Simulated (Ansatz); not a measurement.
System: Cu (slab), 24 atoms in the cell. Starting structure of the relaxation:

```yaml
crystal:
  lattice:
    - [15.39972, 0.00000, 0.00000]
    - [-1.28331, 2.22276, 0.00000]
    - [0.00000, 0.00000, 20.38254]
  atoms:
    - { symbol: Cu, position: [0.00000, 0.00000, 0.07359] }
    - { symbol: Cu, position: [0.05556, 0.66667, 0.17641] }
    - { symbol: Cu, position: [0.11111, 0.33333, 0.27922] }
    - { symbol: Cu, position: [0.16667, 0.00000, 0.07359] }
    - { symbol: Cu, position: [0.22222, 0.66667, 0.17641] }
    - { symbol: Cu, position: [0.27778, 0.33333, 0.27922] }
    - { symbol: Cu, position: [0.33333, 0.00000, 0.07359] }
    - { symbol: Cu, position: [0.38889, 0.66667, 0.17641] }
    - { symbol: Cu, position: [0.44444, 0.33333, 0.27922] }
    - { symbol: Cu, position: [0.50000, 0.00000, 0.07359] }
    - { symbol: Cu, position: [0.55556, 0.66667, 0.17641] }
    - { symbol: Cu, position: [0.61111, 0.33333, 0.27922] }
    - { symbol: Cu, position: [0.66667, 0.00000, 0.07359] }
    - { symbol: Cu, position: [0.72222, 0.66667, 0.17641] }
    - { symbol: Cu, position: [0.77778, 0.33333, 0.27922] }
    - { symbol: Cu, position: [0.83333, 0.00000, 0.07359] }
    - { symbol: Cu, position: [0.88889, 0.66667, 0.17641] }
    - { symbol: Cu, position: [0.94444, 0.33333, 0.27922] }
    - { symbol: Cu, position: [0.00000, 0.00000, 0.38204] }
    - { symbol: Cu, position: [0.16667, 0.00000, 0.38204] }
    - { symbol: Cu, position: [0.33333, 0.00000, 0.38204] }
    - { symbol: Cu, position: [0.50000, 0.00000, 0.38204] }
    - { symbol: Cu, position: [0.66667, 0.00000, 0.38204] }
    - { symbol: Cu, position: [0.83333, 0.00000, 0.38204] }
```

Computed with Ansatz: DFT PBE, scalar-relativistic, plane waves, PAW, no spin polarisation, 3×18×1 k mesh, 420 eV cutoff.

What does the potential across the slab give for the work function?

The work function is 4.76 eV, the same on both faces. The two vacuum levels agree, so the slab has no net dipole along its normal. The outermost atoms are 6.2 Å apart, which leaves 14.2 Å of vacuum in a cell 20.4 Å high.

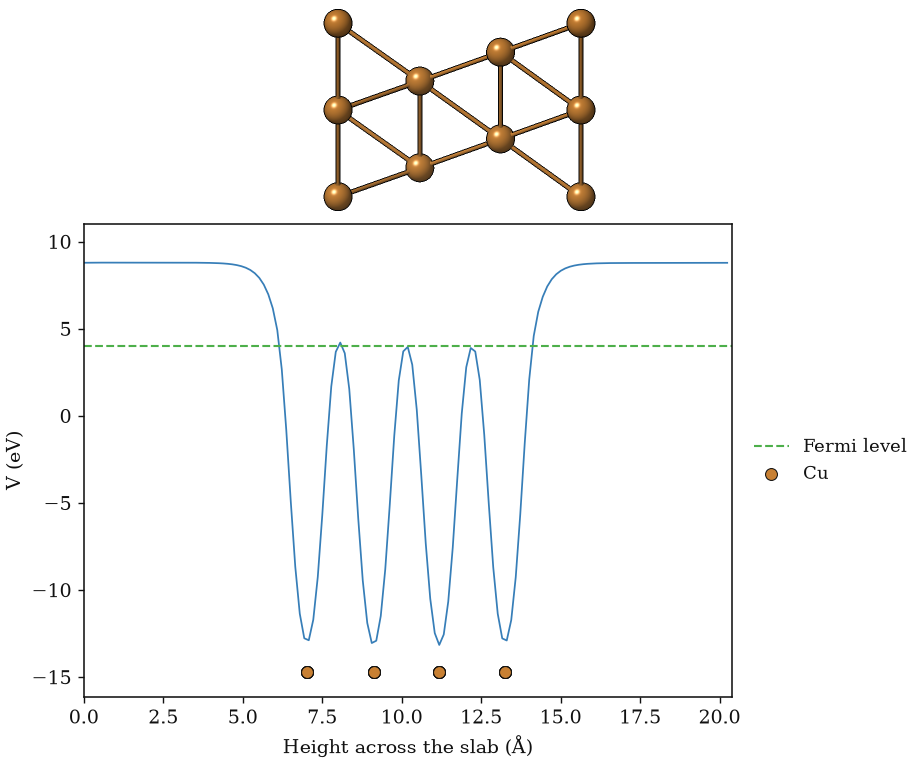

Plane-averaged electrostatic potential energy of an electron across the slab; circles at the bottom mark the heights of the atoms (positions after relaxation). The structure is drawn too.
